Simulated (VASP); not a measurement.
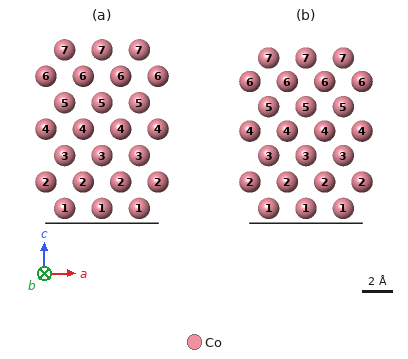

The structure of a slab of composition Co before (left) and after (right) a relaxation, at one scale.

The picture is a spheres-only view of the 3 × 2 repeat of the cell, outlined in the plane, without the vacuum, seen along the b axis.

The run lets the atoms move in a fixed cell. 3 atoms are held fixed.

Theory: Kohn-Sham DFT of a periodic cell, PBE with D3(BJ), VASP PAW PBE potentials, recommended (VASP).

Input file:
```
SYSTEM = Co
  PREC = Accurate
  ENCUT = 520
  EDIFF = 1E-6
  ISMEAR = 0
  SIGMA = 0.05
  LREAL = .FALSE.
  LASPH = .TRUE.
  NELM = 120
  ALGO = Normal
  ISIF = 2
  LWAVE = .FALSE.
  LCHARG = .FALSE.
  ISPIN = 2
  MAGMOM = 2 2 2 2 2 2 2
  LORBIT = 11
  LMAXMIX = 4
  LDIPOL = .TRUE.
  IDIPOL = 3
  DIPOL = 0.5 0.5 0.500
  GGA = PE
  IVDW = 12
  IBRION = 2
  NSW = 60
  EDIFFG = -0.01
```

Run as
```bash
cat potpaw_PBE.64/Co/POTCAR > POTCAR
mpirun -np 1 vasp_std > vasp.out
```

### Summarise the run.

The largest move is that of Co7, 0.55 Å along the normal (−c). The lattice vectors keep their values. Some distances before and after: Co6–Co7 2.540 → 2.406 Å, Co3–Co4 2.540 → 2.447 Å, Co5–Co6 2.540 → 2.478 Å. After 16 geometry steps the energy has fallen by 0.209 eV per cell of the calculation. The largest force component goes from 0.87 to 0.9 eV/Å.

Limits of the set-up: only the magnetic order of this start and cell was tried (total moment 12.2 μB per cell).
